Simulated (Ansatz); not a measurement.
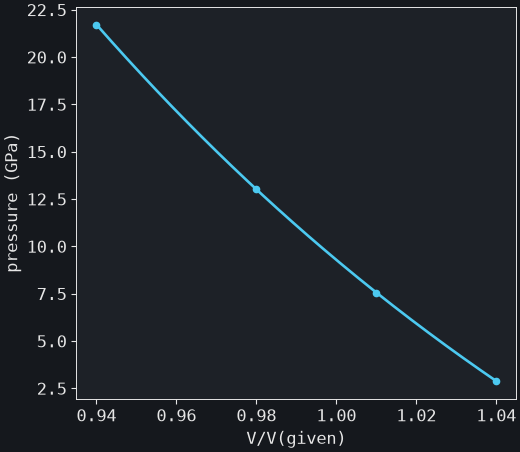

The figure shows the pressure against V/V(given) for MoS₂, space group R3m (No. 160).

Starting cell:
```cif
data_structure
_symmetry_space_group_name_H-M 'P 1'
_symmetry_Int_Tables_number 1
_cell_length_a 6.3898
_cell_length_b 6.3898
_cell_length_c 6.3898
_cell_angle_alpha 28.660
_cell_angle_beta 28.660
_cell_angle_gamma 28.660
_cell_volume 53.05
loop_
_atom_site_label
_atom_site_type_symbol
_atom_site_fract_x
_atom_site_fract_y
_atom_site_fract_z
_atom_site_occupancy
Mo1 Mo 0.00000 0.00000 0.00000 1
S1 S 0.74840 0.74840 0.74840 1
S2 S 0.58490 0.58490 0.58490 1
```

Computed with Ansatz 0.2.0: periodic Kohn-Sham DFT of a crystal at fixed atoms, scaled to the stated factor times the given cell; pressure positive in compression. Level: PBE.

method all-electron PAW; relativity scalar; k mesh 13×13×13; occupations Fermi–Dirac; smearing width 0.05 eV; nucleus Gaussian.

V(given) is 17.68 Å³/atom.

From this curve and the settings, what does the calculation give for the largest field gradient Vzz at the same points?

The largest field gradient Vzz rises from −9.747 1e21 V/m² at V/V(given) 0.94 to −8.675 1e21 V/m² at 1.04.

| V/V(given) | largest field gradient Vzz (1e21 V/m²) |
| --- | --- |
| 0.94 | −9.747 |
| 0.98 | −9.298 |
| 1.01 | −8.978 |
| 1.04 | −8.675 |

Note: field gradient without spin-orbit coupling on heavy atoms; the volumes run don't bracket the minimum of the energy, so any equilibrium value is extrapolated; shape and atomic fractions are frozen while scaling, which makes layered, chain and framework solids too stiff.
